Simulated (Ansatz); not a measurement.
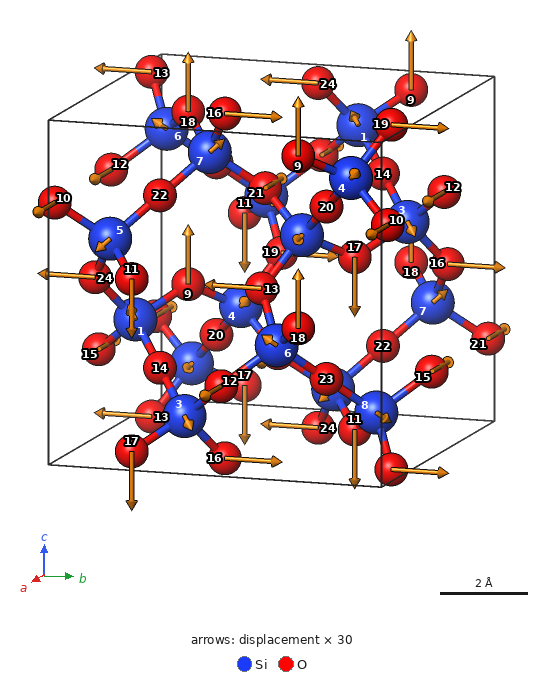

A relaxation of a crystal of SiO$_{2}$ (set up in Ia-3). The starting structure is drawn; orange arrows show the displacements, magnified 30 times.

A ball-and-stick model of the conventional cell (2 times the calculation's cell), seen slightly off an axis. Lengths and directions refer to the drawn axes.

Case: volume × 0.91, shape and atoms relaxed.

The calculation used Ansatz 0.2.0, DFT LDA, scalar-relativistic, plane waves, PAW.

Input file:
```yaml
crystal:
  lattice:
    - [-4.0634091619, 4.0634091619, 4.0634091619]
    - [4.0634091619, -4.0634091619, 4.0634091619]
    - [4.0634091619, 4.0634091619, -4.0634091619]
  atoms:
    - { symbol: Si, position: [0.5, 0.0, 0.7767817226] }
    - { symbol: Si, position: [0.2767817226, 0.2767817226, 0.2767817226] }
    - { symbol: Si, position: [0.5, 0.0, 0.2232182774] }
    - { symbol: Si, position: [0.7232182774, 0.7232182774, 0.7232182774] }
    - { symbol: Si, position: [0.7767817226, 0.5, 0.0] }
    - { symbol: Si, position: [0.0, 0.2232182774, 0.5] }
    - { symbol: Si, position: [0.2232182774, 0.5, 0.0] }
    - { symbol: Si, position: [0.0, 0.7767817226, 0.5] }
    - { symbol: O, position: [0.6947306244, 0.9447306244, 0.75] }
    - { symbol: O, position: [0.75, 0.6947306244, 0.9447306244] }
    - { symbol: O, position: [0.8052693756, 0.5552693756, 0.25] }
    - { symbol: O, position: [0.75, 0.1947306244, 0.4447306244] }
    - { symbol: O, position: [0.0552693756, 0.25, 0.3052693756] }
    - { symbol: O, position: [0.5, 0.0, 0.0] }
    - { symbol: O, position: [0.25, 0.8052693756, 0.5552693756] }
    - { symbol: O, position: [0.4447306244, 0.75, 0.1947306244] }
    - { symbol: O, position: [0.3052693756, 0.0552693756, 0.25] }
    - { symbol: O, position: [0.1947306244, 0.4447306244, 0.75] }
    - { symbol: O, position: [0.9447306244, 0.75, 0.6947306244] }
    - { symbol: O, position: [0.5, 0.5, 0.5] }
    - { symbol: O, position: [0.25, 0.3052693756, 0.0552693756] }
    - { symbol: O, position: [0.0, 0.5, 0.0] }
    - { symbol: O, position: [0.0, 0.0, 0.5] }
    - { symbol: O, position: [0.5552693756, 0.25, 0.8052693756] }
basis:
  ecutwfc: 420
kpoints:
  mp_grid: { grid: [4, 4, 4] }
hamiltonian:
  xc: lda
scf:
  occupations: { method: gaussian, width: 0.02 }
output:
  forces: true
  stress: true
  eigenvalues: true
relax:
  adjacent_minimum: "off"
  f_tol: 0.01
  max_steps: 30
```

Run as
```bash
ansatz run input.yaml --threads 4 --pin off --max-ram 10240MiB --backend cpu --events-out ev --progress --plain --runs-dir out
```

**Atoms of which element are displaced furthest, and by how much?**

Oxygen: up to 0.047 Å, against 0.017 Å for silicon.

**What happened in the run?**

The largest moves, 0.047 Å, are those of 12 atoms (O9, O10, O11, O12 and others). O13 goes along −b. By element the largest moves are O 0.047 Å, Si 0.017 Å. The cell stays as it was. Among the contacts that change: Si1–O14 1.571 → 1.588 Å, Si1–O15 1.595 → 1.610 Å. Bond angles that change, for instance: Si2–O21–Si7 129.9° → 127.4°. The space group stays Ia-3 (No. 206). Over 3 geometry steps the energy falls by 6.6 meV per atom. The largest force component goes from 0.52 to 0.0038 eV/Å. Cost: 30 s on 4 threads of Intel(R) Xeon(R) Processor @ 2.50GHz (Skylake/Cascade Lake), with other jobs on the host, peak memory 0.89 GiB.
